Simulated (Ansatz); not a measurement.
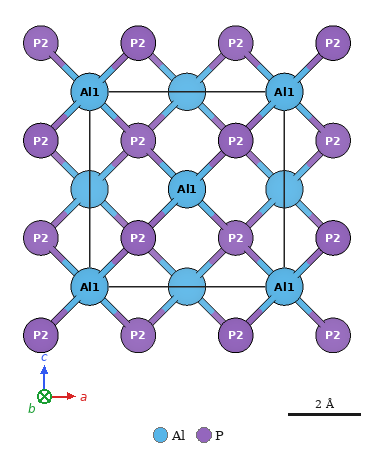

Starting structure of crystalline AlP (set up in F-43m). The picture is a ball-and-stick view of the conventional cell (4 times the calculation's cell), seen along the b axis. Lengths and directions refer to the drawn axes.

Computed with DFT PBE, scalar-relativistic, plane waves, PAW in Ansatz.

The input:
```yaml
crystal:
  lattice:
    - [0.0, 2.7255, 2.7255]
    - [2.7255, 0.0, 2.7255]
    - [2.7255, 2.7255, 0.0]
  atoms:
    - { symbol: Al, position: [0.0, 0.0, 0.0] }
    - { symbol: P, position: [0.25, 0.25, 0.25] }
basis:
  ecutwfc: 420
kpoints:
  mp_grid: { grid: [8, 8, 8] }
hamiltonian:
  xc: pbe
scf:
  occupations: { method: gaussian, width: 0.02 }
output:
  forces: true
  stress: true
  eigenvalues: true
  write_density: true
  write_potential: true
  elf: true
  volumetric_format: npy
relax:
  adjacent_minimum: "off"
  f_tol: 0.005
  max_steps: 80
  cell: { stress_tol: 0.05 }
```

Launched with:
```bash
ansatz run input.yaml --threads 2 --pin off --max-ram 5120MiB --backend cpu --events-out ev --progress --plain --runs-dir out
```

**Predict the outcome.**

The atoms keep their places relative to the cell (all moves are under 0.005 Å). Cell: a = b = c 5.451 → 5.507 Å (+1.0 %). Volume +3.1 %. Near-neighbour distances that change, for instance: Al1–P2 2.360 → 2.385 Å. The space group stays F-43m (No. 216). After 2 accepted moves (3 points after the start) the energy has fallen by 5.3 meV per atom. All forces vanish by symmetry, so only the cell relaxes. Pressure: 2.74 GPa at the start and 0.04 GPa at the end. At 1 point the geometry stayed and the basis and grid were re-selected for the new cell (energy shift of 0.1 meV per atom at most each time). Cost: 2.7 s on 2 threads of Intel(R) Xeon(R) Platinum 8488C (Sapphire Rapids), with other jobs on the host, peak memory 0.37 GiB.

Step by step:

| step | E − E(0), meV/atom | pressure, GPa | volume, Å³/atom | note |
| --- | --- | --- | --- | --- |
| 0 | 0.00 | 2.74 | 20.246 |  |
| 1 | -4.85 | 0.69 | 20.713 |  |
| 2 | -5.18 | 0.03 | 20.874 |  |
| 3 | -5.33 | 0.04 | 20.874 | same geometry, new basis |

After the run, drawn alike:

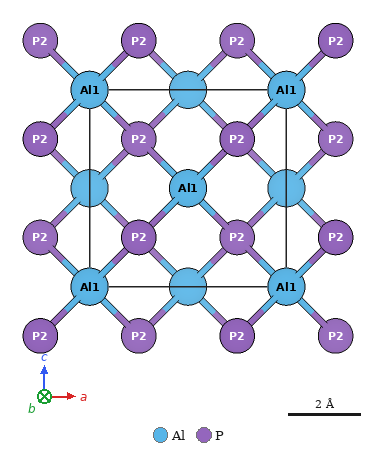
